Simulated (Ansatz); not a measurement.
# CdSe: what the fields show

Input file:

```
crystal:
  lattice:
    - [0.0381280449, 3.0752312006, 3.0752312006]
    - [3.0752312006, 0.0381280449, 3.0752312006]
    - [3.0752312006, 3.0752312006, 0.0381280449]
  atoms:
    - { symbol: Cd, position: [0.0013554742, 0.0013554742, 0.0013554742] }
    - { symbol: Se, position: [0.2486445258, 0.2486445258, 0.2486445258] }
kpoints:
  mp_grid: { grid: [8, 8, 8] }
  band_path:
    path:
      - [0.0, 0.0, 0.0]
      - [-0.5, -0.5, 0.0]
      - [-0.375, -0.375, 0.25]
      - [-0.375, 0.0, 0.375]
      - [0.0, 0.0, 0.5]
      - [-0.5, -0.25, 0.25]
    npoints: 1
hamiltonian:
  xc: r2scan
scf:
  occupations: { method: fermi_dirac, width: 0.02 }
  n_extra_bands: 8
magnetization:
  noncollinear: true
  spin_orbit: true
output:
  forces: true
  stress: true
  eigenvalues: true
  write_density: true
  write_potential: true
  elf: true
  volumetric_format: npy
```

Below, planes, directions and counts refer to the conventional cell (a = 4.30 Å, b = 4.30 Å, c = 10.72 Å, α = 90.00°, β = 90.00°, γ = 120.00°).

Space group R3m; started from the zincblende prototype, which need not be the ambient phase; changed on purpose from its base cell (epitaxial 111 strain -1.0%).

Theory: Ansatz, DFT, r2SCAN with spin-orbit coupling, plane waves, PAW.

The density is the valence pseudo-density of a PAW calculation; it isn't the true density close to the nuclei.

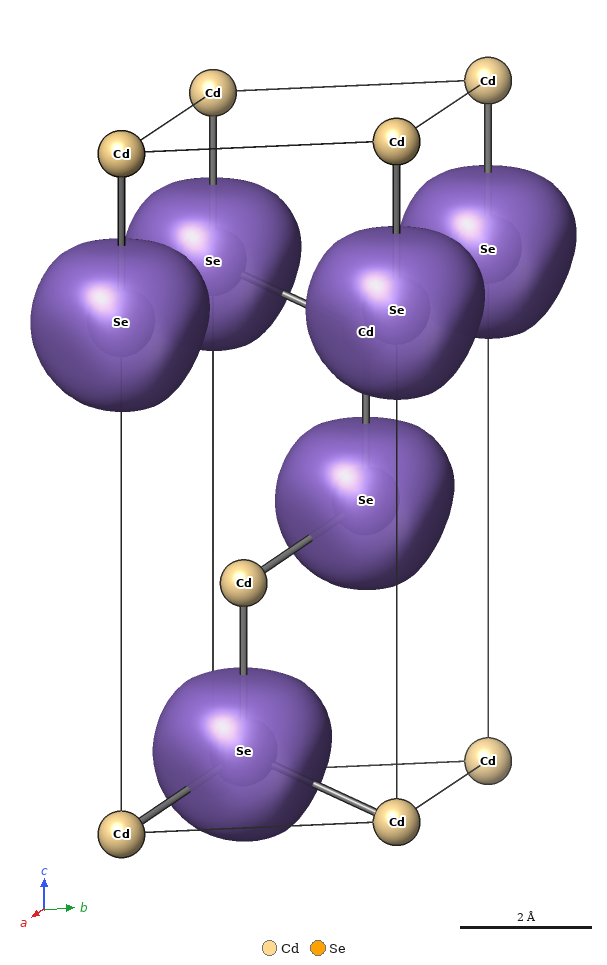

Figure 1. Isosurface of the ELF at 0.6 (purple), seen slightly off an axis. Core shells and regions of very low density are left out. Sticks mark near contacts.

Identify the bonds, lone pairs and shells in this picture.

The ELF exceeds this value in three regions wrapped around Se (the valence shell of each), counted in one cell of 6 atoms. Any copies at cell faces, edges or corners count once. Profiles from the grid: Cd–Se (2.65 Å): the ELF is about 0.40 at the midpoint.

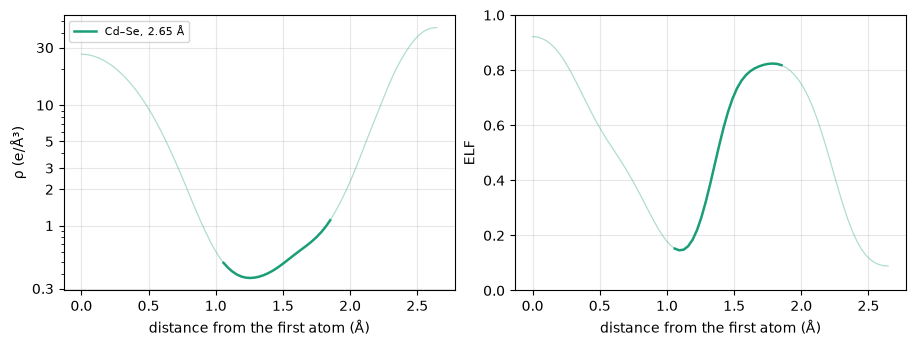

Figure 2. Valence electron density and ELF along straight lines between neighbouring atoms. Thin, pale parts lie inside the atomic spheres.

What can be read from the curves?

Cd–Se (2.65 Å): ρ at the midpoint is about 0.38 e/Å³; the ELF is about 0.40 at the midpoint.

Does the calculation make it a metal, or give it a gap?

It is gapped, with a Kohn–Sham gap of 0.91 eV on the k-point mesh (the band edges may lie off the mesh, which would make the gap smaller).
